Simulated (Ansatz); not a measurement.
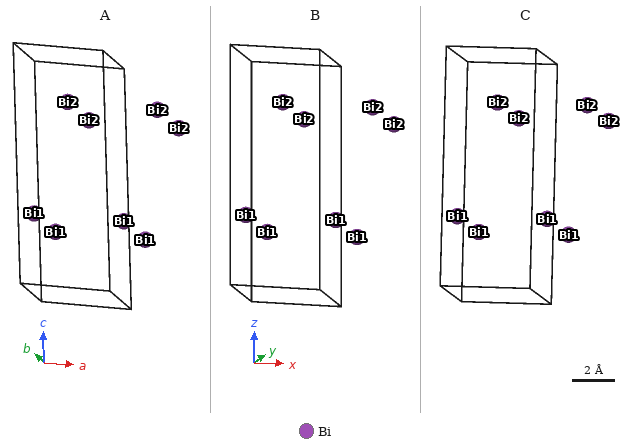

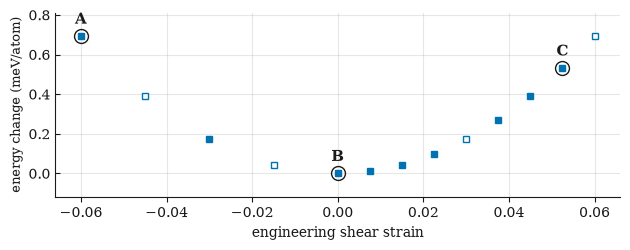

A scan of a crystal of Bi (P6_3/mmc): the cell is strained in shear in the xz plane, with the atoms kept at their fractional coordinates. x, y and z are the Cartesian axes of the input. The lettered frames are marked on the plot. Hollow markers are points alike by symmetry, not computed again. A ball-and-stick model of the cell of the calculation, repeated 1 × 1 × 1 with one cell outlined, repeated 2 × 2 × 1 with one cell outlined, seen slightly off an axis.

Method: DFT r2SCAN, scalar-relativistic, plane waves, PAW (Ansatz 0.2.0). Set-up: plane-wave cutoff 500 eV; k-point mesh 12 × 12 × 4; occupations gaussian; smearing width 0.15 eV; no spin polarisation. Energies (free energies at the smearing named) are counted from the cell as listed in its source, which wasn't relaxed.

Describe the profile.

Answer. The lowest computed point lies at the strain 0.00 (0.00 meV/atom). The end points stand at 0.69 meV/atom (−0.06) and 0.69 meV/atom (0.06). The unrelaxed reference is under a pressure of −3.5 GPa. The distortion takes the space group from P6_3/mmc to C2/c. At the strain −0.06 the cell of the drawing goes a 4.539 → 4.541 Å, b 4.539 → 4.540 Å, c 11.829 → 11.834 Å, α 90.0° → 88.3°, β 90.0° → 93.4°.
